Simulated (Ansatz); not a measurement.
System: Ba, space group Im-3m (No. 229) (one of a set of cubic test structures, which need not be the stable phase).

Calculation (Ansatz 0.2.0 development build): equation of state of a cubic crystal from periodic Kohn-Sham density functional theory without spin; pressure corrected for the finite basis. Level: HSE06.

structure type bcc; atoms in cell 1; space group number 229; lattice centring body-centred primitive; k mesh 6×6×6; occupation method Fermi–Dirac; occupation width 0.1 eV; wave cutoff 700 eV; datasets hard PAW; density tolerance 0 eV; bands 14; density cutoff ratio 4; search for lower states default; exchange singularity regularized.

Describe the result: the energy above the lowest point against volume. The volume takes the values 58.19, 60.09, 61.99, 63.89, 65.78 Å³/atom.

The energy above the lowest point falls from 38.2 meV/atom at volume 58.19 Å³/atom to 0.0 meV/atom at 65.78 Å³/atom.

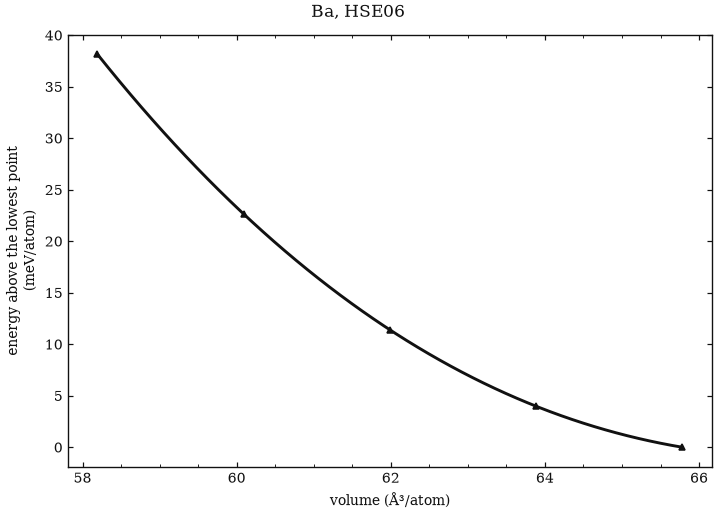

Note: modest k-mesh, values are not fully converged in k; pseudopotentials made with PBE, not this functional; the volumes run don't bracket the minimum of the energy, so any equilibrium value is extrapolated.
